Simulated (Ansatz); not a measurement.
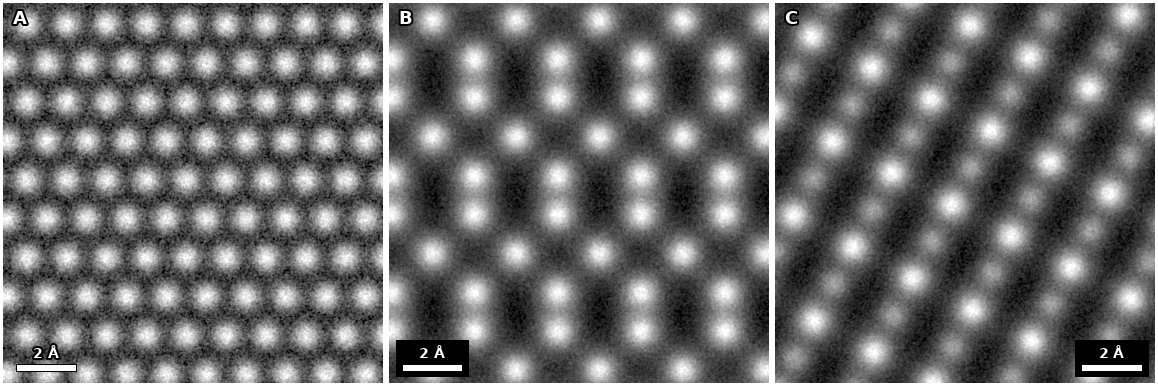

Three views of Al (P6/mmm, No. 191) along different zone axes. Simulated as the projected potential of neutral atoms (B = 0.5 Å²) blurred by a 0.52 Å probe, the thin-sample limit of integrated differential phase contrast. The display is stretched by a gamma of 0.65; percentages refer to the linear signal. Shot noise was added. Structure used: coordinates from a relaxation with DFT, RPBE, plane waves (420 eV) with PAW, scalar-relativistic in Ansatz; the starting structure was generated, so it need not be a known form of this composition.

```cif
data_structure
_symmetry_space_group_name_H-M 'P6/mmm'
_symmetry_Int_Tables_number 191
_cell_length_a 4.6116
_cell_length_b 4.6116
_cell_length_c 2.8551
_cell_angle_alpha 90.000
_cell_angle_beta 90.000
_cell_angle_gamma 120.000
_cell_volume 52.59
loop_
_atom_site_label
_atom_site_type_symbol
_atom_site_symmetry_multiplicity
_atom_site_Wyckoff_symbol
_atom_site_fract_x
_atom_site_fract_y
_atom_site_fract_z
_atom_site_occupancy
Al1 Al 1 a 0.00000 0.00000 0.00000 1
Al2 Al 2 d 0.33333 0.66667 0.50000 1
```

### Match the panels to the zone axes [100], [201] and [210].

A is [201]: projected cell 1.36 × 1.50 Å, 117°, plane group c2mm. B is [100]: projected cell 2.86 × 3.99 Å, 90°, plane group p2mm. C is [210]: projected cell 2.31 × 2.86 Å, 90°, plane group p2mm.
